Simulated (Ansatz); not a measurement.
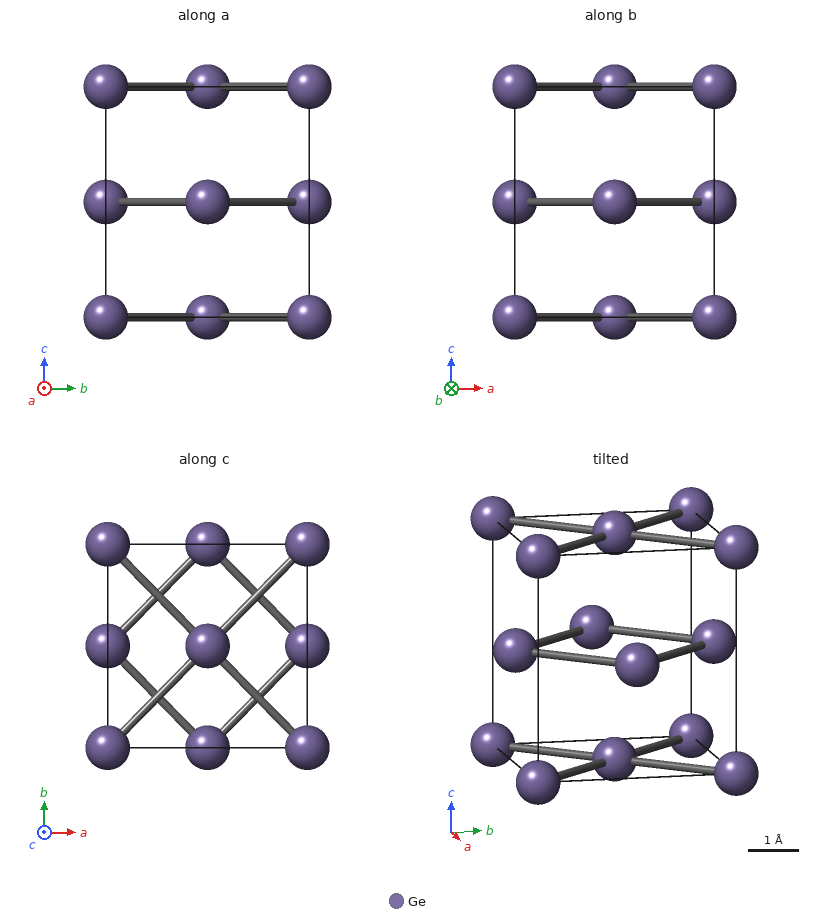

Structure drawing (ball-and-stick), viewed along the a axis, along the b axis, along the c axis and slightly off an axis. The conventional unit cell is outlined; an atom on or near a face, edge or corner is repeated at each equivalent position.

Lattice parameters: a = 4.049 Å, b = 4.125 Å, c = 4.677 Å, α = 90.00°, β = 90.00°, γ = 90.00°. Put a along x and b in the xy plane.

Question: Write the structure as a POSCAR file.

Answer:
```
Ge
1.0
     4.049    0.000    0.000
     0.000    4.125    0.000
     0.000    0.000    4.677
Ge
4
Direct
  0.0000 0.0000 0.0000
  0.0000 0.5000 0.5000
  0.5000 0.0000 0.5000
  0.5000 0.5000 0.0000
```

The model was built from a structure type filled with this element by a generator (whether the element takes this form wasn't checked). The final geometry of a relaxation with DFT PBE, scalar-relativistic, plane waves, PAW in Ansatz 0.2.0 is shown.
